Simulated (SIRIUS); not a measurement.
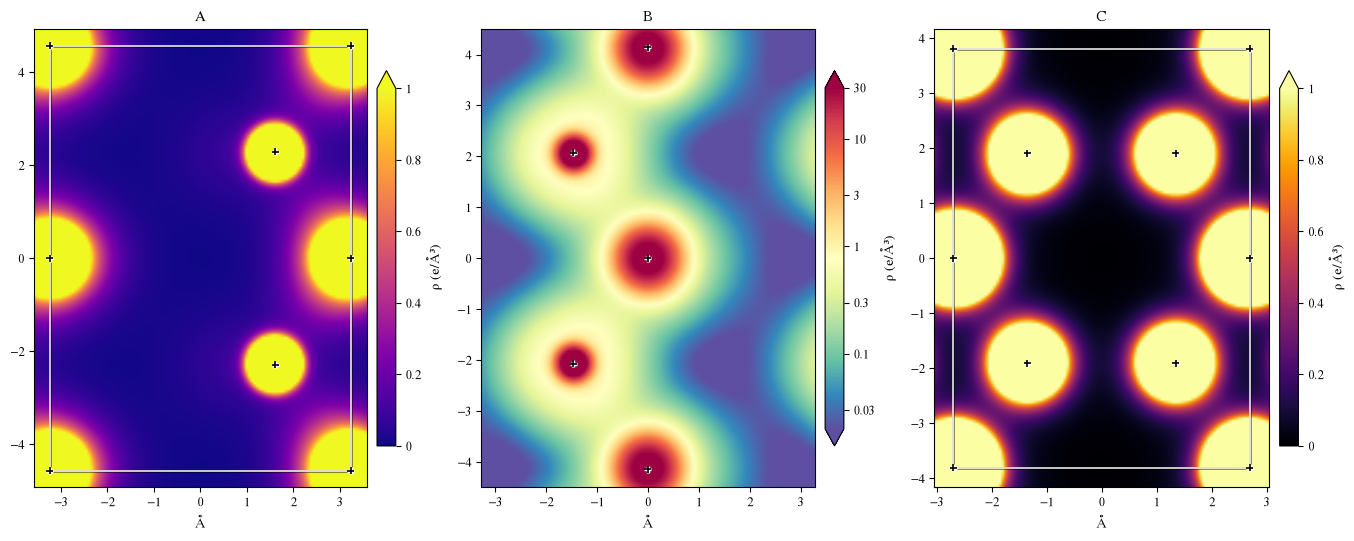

The electron density of 3 systems, each on a plane through atoms (crosses mark nuclei in the plane).

Level of theory: Kohn-Sham DFT of a periodic cell, PBE, all-electron FP-LAPW (SIRIUS).

System 1: InP, the (101) plane of the conventional cell. Space group F-43m.

```
CELL_PARAMETERS angstrom
5.86100 0.00000 0.00000
0.00000 0.00000 -5.86100
0.00000 5.86100 0.00000
ATOMIC_POSITIONS crystal
In 0.50000 0.50000 0.00000
In 0.00000 0.50000 0.50000
In 0.00000 0.00000 0.00000
In 0.50000 0.00000 0.50000
P 0.75000 0.75000 0.25000
P 0.25000 0.75000 0.75000
P 0.25000 0.25000 0.25000
P 0.75000 0.25000 0.75000
```

System 2: MgTe, the (110) plane of the conventional cell. Space group F-43m; a structure from a database of computed crystals, not necessarily the ambient phase.

```
Te Mg
1.0
     6.46400    0.00000    0.00000
     0.00000    0.00000   -6.46400
     0.00000    6.46400    0.00000
Te Mg
4 4
Direct
  0.25000 0.75000 0.25000
  0.75000 0.75000 0.75000
  0.75000 0.25000 0.25000
  0.25000 0.25000 0.75000
  0.50000 0.50000 0.00000
  0.00000 0.50000 0.50000
  0.00000 0.00000 0.00000
  0.50000 0.00000 0.50000
```

System 3: CdF$_{2}$, the (110) plane of the conventional cell. Space group Fm-3m.

```
Cd F
1.0
     5.38800    0.00000    0.00000
     0.00000    5.38800    0.00000
     0.00000    0.00000    5.38800
Cd F
4 8
Direct
  0.00000 0.00000 0.00000
  0.50000 0.50000 0.00000
  0.50000 0.00000 0.50000
  0.00000 0.50000 0.50000
  0.75000 0.25000 0.25000
  0.25000 0.75000 0.25000
  0.25000 0.25000 0.75000
  0.75000 0.75000 0.75000
  0.25000 0.25000 0.25000
  0.75000 0.75000 0.25000
  0.75000 0.25000 0.75000
  0.25000 0.75000 0.75000
```

**Which map belongs to which system?**

Panel A is system 2, MgTe: the plane holds Te and Mg. Mg–Te (2.80 Å): ρ at the midpoint is about 0.31 e/Å³. Panel B is system 1, InP: the plane holds In and P. In–P (2.54 Å): ρ is about 0.46 e/Å³ halfway. Panel C is system 3, CdF$_{2}$: the plane holds Cd and F. Cd–F (2.33 Å): ρ at the midpoint is about 0.31 e/Å³.
